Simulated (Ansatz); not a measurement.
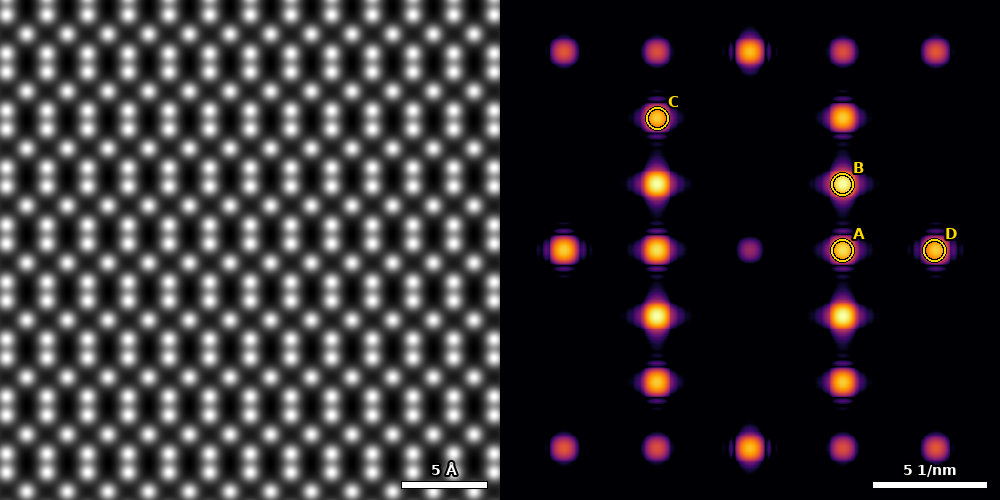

iDPC-like image of a crystal. Simulated as the projected potential of neutral atoms (B = 0.5 Å²) blurred by a 0.58 Å probe, the thin-sample limit of integrated differential phase contrast. The display is stretched by a gamma of 0.8; percentages refer to the linear signal.

The right panel is the modulus of the image's Fourier transform on a logarithmic scale.

**Which lattice spacings do the marked spots stand for, and what angle do A and B enclose?**

A: 2.4 Å, B: 2.0 Å, C: 1.4 Å, D: 1.2 Å; A and B enclose about 35°.

The crystal is Co (P6/mmm, No. 191) along [100]; the spots are (001), (0 -1 1), (0 -2 -1) and (002). Structure used: the end point of a relaxation with DFT, PBE, plane waves (420 eV) with PAW, scalar-relativistic in Ansatz; the starting structure was generated, so it need not be a known form of this composition.
